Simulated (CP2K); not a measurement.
# AlAs: single-point calculation

The run: single-point calculation of AlAs (2 atoms in the cell). Method and program: with the settings of its input (CP2K 2026.2).

The structure was built on a prototype by a generator. The geometry comes from this level: r2SCAN. It belongs to a series of runs on one base structure; here: REL_CUTOFF = 80.

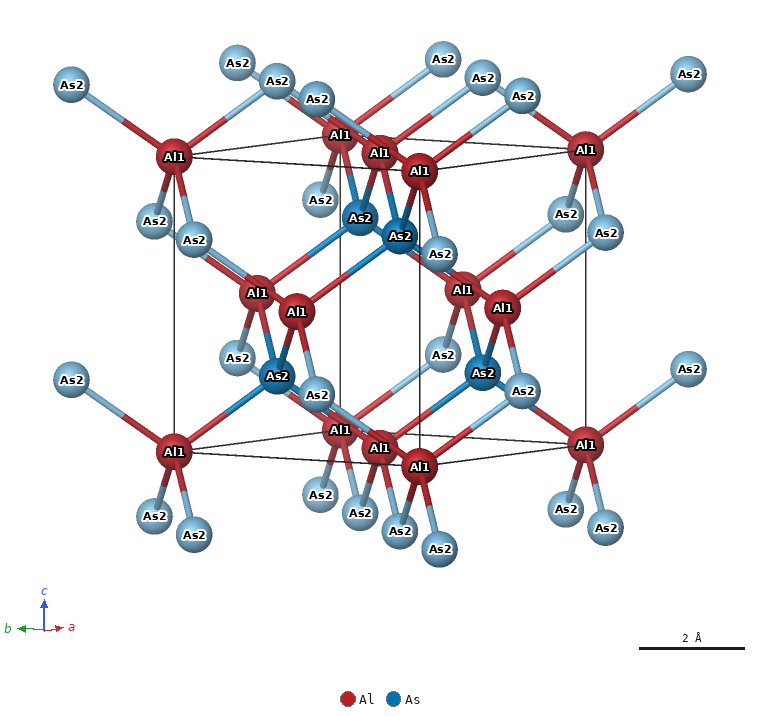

Figure 1. The structure as given in the input (ball-and-stick view of the cell 4 times as large as that of the calculation, set on its symmetry axes, seen at an oblique angle; neighbours outside the cell are drawn fainter; atoms are numbered from 1 in the order of the input). Near neighbours in the crystal (not all of them lie inside the picture): Al has 4 As at 2.46 Å; As has 4 Al at 2.46 Å.

Input:
```
&GLOBAL
 PROJECT run
 RUN_TYPE ENERGY_FORCE
 PRINT_LEVEL LOW
&END GLOBAL
&FORCE_EVAL
 METHOD QS
 STRESS_TENSOR ANALYTICAL
 &DFT
  BASIS_SET_FILE_NAME BASIS_MOLOPT
  POTENTIAL_FILE_NAME GTH_POTENTIALS
  &QS
   EXTRAPOLATION USE_GUESS
  &END QS
  &MGRID
   CUTOFF 350
   REL_CUTOFF 80
  &END MGRID
  &XC
   &XC_FUNCTIONAL PBE
   &END XC_FUNCTIONAL
  &END XC
  &KPOINTS
   SCHEME MONKHORST-PACK 5 5 5
   SYMMETRY F
   FULL_GRID F
  &END KPOINTS
  &SCF
   ADDED_MOS 8
   EPS_SCF 1e-6
   MAX_SCF 80
   &DIAGONALIZATION
   &END DIAGONALIZATION
   &MIXING
    METHOD BROYDEN_MIXING
    ALPHA 0.3
   &END MIXING
   &SMEAR
    METHOD FERMI_DIRAC
    ELECTRONIC_TEMPERATURE [K] 232
   &END SMEAR
   &PRINT
    &ITERATION_INFO
    &END ITERATION_INFO
   &END PRINT
  &END SCF
  &PRINT
   &BAND_STRUCTURE
    FILE_NAME bands.bs
    ADDED_MOS 6
    &KPOINT_SET
     UNITS B_VECTOR
     SPECIAL_POINT 0.00000000 0.00000000 0.00000000
     NPOINTS 0
    &END KPOINT_SET
    &KPOINT_SET
     UNITS B_VECTOR
     SPECIAL_POINT -0.50000000 -0.50000000 0.00000000
     NPOINTS 0
    &END KPOINT_SET
    &KPOINT_SET
     UNITS B_VECTOR
     SPECIAL_POINT -0.37500000 -0.37500000 0.25000000
     NPOINTS 0
    &END KPOINT_SET
    &KPOINT_SET
     UNITS B_VECTOR
     SPECIAL_POINT -0.37500000 0.00000000 0.37500000
     NPOINTS 0
    &END KPOINT_SET
    &KPOINT_SET
     UNITS B_VECTOR
     SPECIAL_POINT 0.00000000 0.00000000 0.50000000
     NPOINTS 0
    &END KPOINT_SET
    &KPOINT_SET
     UNITS B_VECTOR
     SPECIAL_POINT -0.50000000 -0.25000000 0.25000000
     NPOINTS 0
    &END KPOINT_SET
    &KPOINT_SET
     UNITS B_VECTOR
     SPECIAL_POINT 0.00000000 0.50000000 0.50000000
     NPOINTS 0
    &END KPOINT_SET
   &END BAND_STRUCTURE
  &END PRINT
 &END DFT
 &SUBSYS
  &CELL
   A 4.01484573 0.00000000 0.00000000
   B 2.00742286 3.47695839 0.00000000
   C 2.00742286 1.15898613 3.27810781
  &END CELL
  &COORD
   SCALED
   Al -0.00000000 0.00000000 0.00000000
   As 0.25000000 0.25000000 0.25000000
  &END COORD
  &KIND Al
   BASIS_SET DZVP-MOLOPT-SR-GTH
   POTENTIAL GTH-PBE
  &END KIND
  &KIND As
   BASIS_SET DZVP-MOLOPT-SR-GTH
   POTENTIAL GTH-PBE
  &END KIND
 &END SUBSYS
 &PRINT
  &STRESS_TENSOR
  &END STRESS_TENSOR
  &FORCES
  &END FORCES
 &END PRINT
&END FORCE_EVAL
```

Run on 2 threads of Arm Neoverse V1, 112 GiB of memory available, shared host.

Run as:
```bash
cp2k.psmp -i run.inp
```

The program's output:
```
CP2K| version string:                                       CP2K version 2026.2
 CP2K|            -lib tblite libvori libbqb
 CP2K| Input file name                                                   run.inp

 GLOBAL| Force Environment number                                              1
 GLOBAL| Cholesky decomposition library                                ScaLAPACK
 GLOBAL| Direct generalized diagonalization requested                          F
 GLOBAL| Matrix multiplication library                                 ScaLAPACK

 GENERATE|  Preliminary Number of Bonds generated:                             0
 GENERATE|  Achieved consistency in connectivity generation.

 *******************************************************************************
 *******************************************************************************
 **                                                                           **
 **     #####                         ##              ##                      **
 **    ##   ##            ##          ##              ##                      **
 **   ##     ##                       ##            ######                    **
 **   ##     ##  ##   ##  ##   #####  ##  ##   ####   ##    #####    #####    **
 **   ##     ##  ##   ##  ##  ##      ## ##   ##      ##   ##   ##  ##   ##   **
 **   ##  ## ##  ##   ##  ##  ##      ####     ###    ##   ######   ######    **
 **    ##  ###   ##   ##  ##  ##      ## ##      ##   ##   ##       ##        **
 **     #######   #####   ##   #####  ##  ##  ####    ##    #####   ##        **
 **           ##                                                    ##        **
 **                                                                           **
 **                                                ... make the atoms dance   **
 **                                                                           **
 **                      J. Chem. Phys. 152, 194103 (2020)                    **
 **                                                                           **
 *******************************************************************************

 TOTAL NUMBERS AND MAXIMUM NUMBERS

  Total number of            - Atomic kinds:                                   2
                             - Atoms:                                          2
                             - Shell sets:                                     2
                             - Shells:                                        10
                             - Primitive Cartesian functions:                  8
                             - Cartesian basis functions:                     28
                             - Spherical basis functions:                     26

  Maximum angular momentum of- Orbital basis functions:                        2
                             - Local part of the GTH pseudopotential:          0
                             - Non-local part of the GTH pseudopotential:      4

 SCF PARAMETERS         Density guess:                                    ATOMIC
                        --------------------------------------------------------
                        max_scf:                                              80
                        max_scf_history:                                       0
                        max_diis:                                              4
                        --------------------------------------------------------
                        eps_scf:                                        1.00E-06
                        eps_scf_history:                                0.00E+00
                        eps_diis:                                       1.00E-01
                        eps_eigval:                                     1.00E-05
                        --------------------------------------------------------
                        level_shift [a.u.]:                             0.000000
                        added MOs                                         8    0
                        --------------------------------------------------------
                        Mixing method:                            BROYDEN_MIXING
                                                charge density mixing in g-space
                        --------------------------------------------------------
                        Smear method:                                FERMI_DIRAC
                        Electronic temperature [K]:                        232.0
                        Electronic temperature [a.u.]:                  7.35E-04
                        Accuracy threshold:                             1.00E-10
                        --------------------------------------------------------
                        No outer SCF

 Extrapolation method: initial_guess

 Number of electrons:                                                          8
 Number of occupied orbitals:                                                  4
 Number of molecular orbitals:                                                12

 Number of orbital functions:                                                 26
 Number of independent orbital functions:                                     26

 SCF WAVEFUNCTION OPTIMIZATION

  ------------------------------------------------------------------------------
     1 NoMix/Diag. 0.30E+00    0.4     1.17120336        -8.5015743576 -8.50E+00
     2 Broy./Diag. 0.30E+00    0.5     0.04784918        -8.3172231136  1.84E-01
     3 Broy./Diag. 0.30E+00    0.5     0.06075131        -8.3850129329 -6.78E-02
     4 Broy./Diag. 0.30E+00    0.5     0.01417479        -8.4234302348 -3.84E-02
     5 Broy./Diag. 0.30E+00    0.5     0.00158178        -8.4190898668  4.34E-03
     6 Broy./Diag. 0.30E+00    0.5     0.00031414        -8.4174876265  1.60E-03
     7 Broy./Diag. 0.30E+00    0.5     0.00003923        -8.4173024956  1.85E-04
     8 Broy./Diag. 0.30E+00    0.5     0.00005958        -8.4176641395 -3.62E-04
     9 Broy./Diag. 0.30E+00    0.5     0.00000119        -8.4176965736 -3.24E-05
    10 Broy./Diag. 0.30E+00    0.5     0.00000097        -8.4176977443 -1.17E-06

  *** SCF run converged in    10 steps ***

  Electronic density on regular grids:         -8.0000000000       -0.0000000000
  Core density on regular grids:                7.9999999980       -0.0000000020
  Total charge density on r-space grids:       -0.0000000020
  Total charge density g-space grids:          -0.0000000020

  Overlap energy of the core charge distribution:               0.00000000018301
  Self energy of the core charge distribution:                -19.20414543999093
  Core Hamiltonian energy:                                      4.26424700336989
  Hartree energy:                                               8.92725208585991
  Exchange-correlation energy:                                 -2.40505139371001
  Electronic entropic energy:                                  -0.00000000000000
  Fermi energy:                                                 0.15924135737565

  Total energy:                                                -8.41769774428813
  Total energy (extrapolated to T->0):                         -8.41769774428813

 KPOINTS| Band Structure Calculation
 KPOINTS| Number of k-point sets                                               7
 KPOINTS| Number of added MOs/bands                                            6
 KPOINTS| Number of k-points in set    1                                       1
 KPOINTS| In units of b-vector [2pi/Bohr]
 KPOINTS| Special point     1 not specifi     0.000000     0.000000     0.000000
 KPOINTS| Time for k-point line                                            0.002
 KPOINTS| Number of k-points in set    2                                       1
 KPOINTS| In units of b-vector [2pi/Bohr]
 KPOINTS| Special point     1 not specifi    -0.500000    -0.500000     0.000000
 KPOINTS| Time for k-point line                                            0.002
 KPOINTS| Number of k-points in set    3                                       1
 KPOINTS| In units of b-vector [2pi/Bohr]
 KPOINTS| Special point     1 not specifi    -0.375000    -0.375000     0.250000
 KPOINTS| Time for k-point line                                            0.002
 KPOINTS| Number of k-points in set    4                                       1
 KPOINTS| In units of b-vector [2pi/Bohr]
 KPOINTS| Special point     1 not specifi    -0.375000     0.000000     0.375000
 KPOINTS| Time for k-point line                                            0.002
 KPOINTS| Number of k-points in set    5                                       1
 KPOINTS| In units of b-vector [2pi/Bohr]
 KPOINTS| Special point     1 not specifi     0.000000     0.000000     0.500000
 KPOINTS| Time for k-point line                                            0.002
 KPOINTS| Number of k-points in set    6                                       1
 KPOINTS| In units of b-vector [2pi/Bohr]
 KPOINTS| Special point     1 not specifi    -0.500000    -0.250000     0.250000
 KPOINTS| Time for k-point line                                            0.002
 KPOINTS| Number of k-points in set    7                                       1
 KPOINTS| In units of b-vector [2pi/Bohr]
 KPOINTS| Special point     1 not specifi     0.000000     0.500000     0.500000
 KPOINTS| Time for k-point line                                            0.002

 ENERGY| Total FORCE_EVAL ( QS ) energy [hartree]             -8.417696185732870

 FORCES| Atomic forces [hartree/bohr]
 FORCES|   Atom     x               y               z               |f|
 FORCES|      1 -2.77774493E-10  4.11876537E-09 -4.85851065E-10   4.15661378E-09
 FORCES|      2  2.91086673E-10 -4.11091020E-09  4.90857912E-10   4.15033199E-09
 FORCES| Sum     1.33121800E-11  7.85516980E-12  5.00684618E-12
 FORCES| Total atomic force                                       1.62476564E-11

 STRESS| Analytical stress tensor [bar]
 STRESS|                        x                   y                   z
 STRESS|      x        2.57028472243E+04   1.21042557463E-03   8.55903322200E-04
 STRESS|      y        1.21042557463E-03   2.57028529289E+04   1.59961963758E-02
 STRESS|      z        8.55903322200E-04   1.59961963758E-02   2.57028101840E+04
 STRESS| 1/3 Trace                                             2.57028367791E+04
 STRESS| Determinant                                           1.69802146131E+13

 STRESS| Eigenvectors and eigenvalues of the analytical stress tensor [bar]
 STRESS|                        1                   2                   3
 STRESS| Eigenvalues   2.57028048564E+04   2.57028470490E+04   2.57028584318E+04
 STRESS|      x          -0.010155701922      0.992023498414      0.125643305880
 STRESS|      y          -0.315484575607     -0.122410998711      0.941002141309
 STRESS|      z           0.948876358791     -0.030081987778      0.314211282004
```

Results in brief:

```tsv
quantity	value
outcome	converged
space group (tolerance 0.01 Å)	F-43m (216)
electrons treated	8
free energy	−229.0572 eV
band gap	1.62 eV
pressure	2.57 GPa
largest force (length of the vector)	under 0.001 eV/Å
wall time	6.4 s (CPU time 11 s)
peak memory	0.2 GiB
```

Remarks:

Settings chosen away from the usual ones: REL_CUTOFF = 80.
